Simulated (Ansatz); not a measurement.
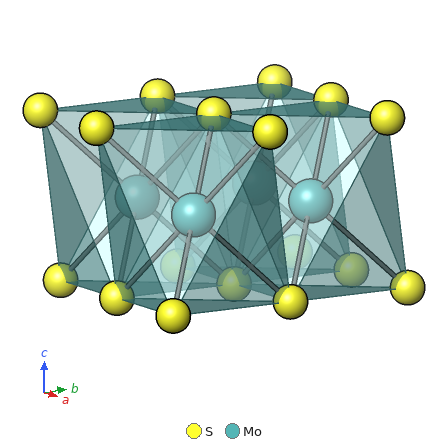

System: MoS₂ (a slab or sheet, periodic in two directions). The picture shows the slab (repeated in the plane, vacuum cut away).

Starting cell:
```xyz
3
Lattice="3.1357 0.0000 0.0000 -1.5678 2.7156 0.0000 0.0000 0.0000 32.4116" Properties=species:S:1:pos:R:3 pbc="T T T"
S     0.0000    0.0000   14.5975
Mo    1.5679    0.9052   16.2058
S     0.0000    1.8104   17.8141
```

One of the inputs:
```
crystal:
  lattice:
    - [3.135682504, 0.0, 0.0]
    - [-1.567841252, 2.7698923208, 0.0]
    - [0.0, 0.0, 32.411572309]
  atoms:
    - { symbol: S, position: [0.0, 0.0, 0.4503774709] }
    - { symbol: Mo, position: [0.6666666667, 0.3333333333, 0.5] }
    - { symbol: S, position: [0.3333333333, 0.6666666667, 0.5496225291] }
  periodic: [true, true, false]
basis:
  ecutwfc: 420
kpoints:
  mp_grid: { grid: [18, 18, 1] }
  band_path:
    path:
      - [0, 0, 0]
      - [0.5, 0, 0]
      - [0.3333333333333, 0.3333333333333, 0]
      - [0, 0, 0]
    npoints: 8
hamiltonian:
  xc: pbe
  dispersion: d3bj
scf:
  occupations: { method: gaussian, width: 0.1 }
output:
  forces: true
  stress: true
  eigenvalues: true
  write_density: true
  write_potential: true
  elf: true
  volumetric_format: npy
relax:
  adjacent_minimum: "off"
  f_tol: 0.01
  max_steps: 40
```

Launched with:
```bash
ansatz run input.yaml --threads 2 --pin off --max-ram 5120MiB --backend cpu --events-out ev --progress --plain --runs-dir out
```

Method: a free-standing sheet under strain in its plane, atoms relaxed at each strain, energy counts from the given unstrained cell, the sheet is isolated along c, plane waves with PAW datasets, Γ-centred k mesh (Ansatz 0.2.0). Level: PBE with D3(BJ), no spin polarisation.

- wave cutoff: 420 eV
- k mesh: 18×18×1
- occupations: Gaussian
- smearing width: 0.1 eV
- boundary: isolated
- strain kind: along y

Predict the energy change against strain. The strain takes the values −2, 0, 2, 5 %.

The energy rises on both sides of the starting structure, which is therefore a minimum along this path. The energy change is 10.91 meV/cell at strain −2 % and 57.51 meV/cell at 5 %; the lowest computed point is at strain 0 % (0.00 meV/cell).

```json
{"strain (%)": "-2", "energy change (meV/cell)": "10.91"}
{"strain (%)": "0", "energy change (meV/cell)": "0.00"}
{"strain (%)": "2", "energy change (meV/cell)": "9.27"}
{"strain (%)": "5", "energy change (meV/cell)": "57.51"}
```

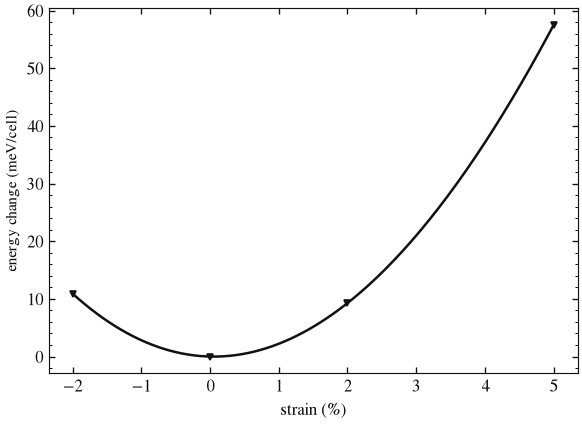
